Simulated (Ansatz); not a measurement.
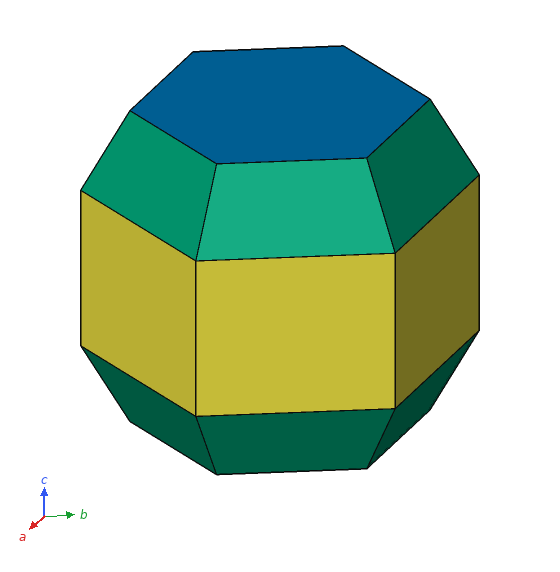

The shape was computed with the Donnay–Harker form of the Bravais–Friedel law: planes with larger spacing d grow more slowly and so show as larger faces; centring, glide planes and screw axes halve or divide d. Faces of one form share a colour. Cell of MgO: space group P6_3/mmc (No. 194), a = 2.923 Å, b = 2.923 Å, c = 5.092 Å, α = 90.00°, β = 90.00°, γ = 120.00°. Geometry: the structure of a calculation's input, shown in its standard cell. It was generated, so it need not be a known form of this composition. Forms under 0.4 % of the area are left out.

> Which form is which colour?

yellow: {100} (d = 2.53 Å, 39 % of the area); teal: {101} (d = 2.27 Å, 38 % of the area); blue: {002} (d = 2.55 Å, 22 % of the area).
